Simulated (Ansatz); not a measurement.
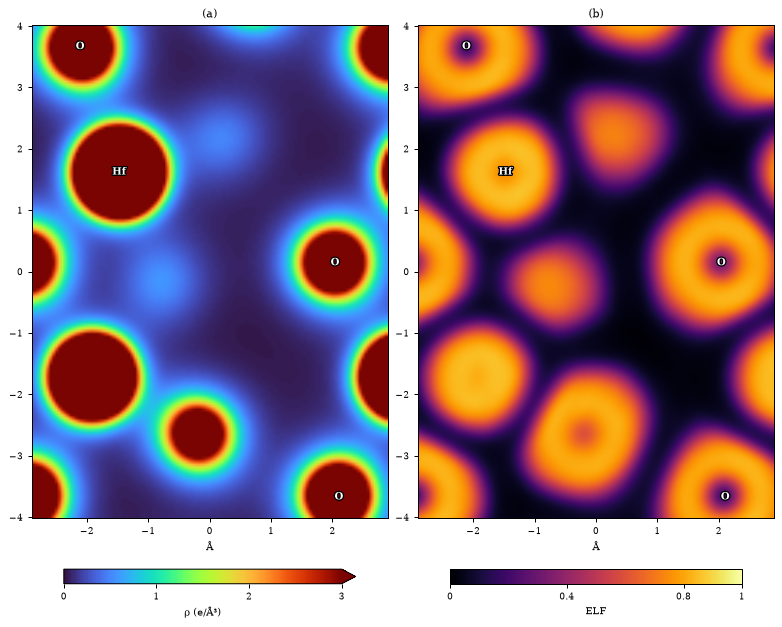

*HfO₂. (a) valence pseudo-density; (b) electron localisation function on the (011) plane of the conventional cell.*

Space group P2₁/c; a structure from a database of computed crystals, not necessarily the ambient phase.

Level of theory: Ansatz 0.2.0, DFT PBEsol, scalar-relativistic, plane waves, PAW.

In a PAW calculation such maps are meaningful between the atoms, not at the nuclei.

Question: Interpret the plot.

Answer: The plane passes through Hf and O nuclei. Atoms just off the plane (Hf, 0.3 Å away and O, 0.3 Å away) can leave unmarked features too. Hf–O (2.14 Å): ρ at the midpoint is about 0.67 e/Å³; the ELF peaks at about 0.85 in the valence shell of O, 0.6 Å from its nucleus, and drops to about 0.20 between the two atoms (no shared electron pair shows on this line). Between the atoms the lowest density in this plane is 0.03 e/Å³. The features right at Hf lie inside the PAW spheres, where the map follows smoothed inner orbitals and isn't to be read closely.
